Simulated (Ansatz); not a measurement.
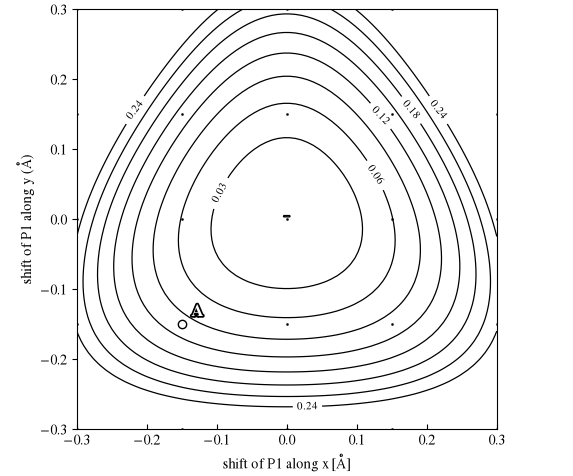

P (R-3m, No. 166; 2 atoms in the cell). 
- Atom P1 is moved over a plane while all other atoms and the cell stay fixed (its periodic images move with it) (x along [1 0 0], y along [1 2 0], z along [0 0 1] of the conventional cell).
- Coordinates scanned: (1) shift of P1 along x; (2) shift of P1 along y.
- The grid has 5 × 5 points; 15 points were computed and 10 follow by symmetry.
- Points are written as (first, second).
- All energies are given in eV per cell relative to the lowest grid point.
- The reference cell is the one listed in the database, not relaxed at this level.
- Computed with DFT PBEsol+D3(BJ), scalar-relativistic, plane waves, PAW (Ansatz). Settings: cutoff 420 eV, k-mesh 18×18×18, gaussian smearing 0.15 eV, no spin polarisation.

The picture shows contour lines labelled in eV (none above 0.24), dots at the grid points, the point A. Between grid points the surface is interpolated.

> Is A at rest? If not, where is it pushed?

A, at (−0.15 Å, −0.15 Å), is not a stationary point. The computed force is 0.99 eV/Å in the plane, pointing up and right in the picture (components 0.51 and 0.86 eV/Å).
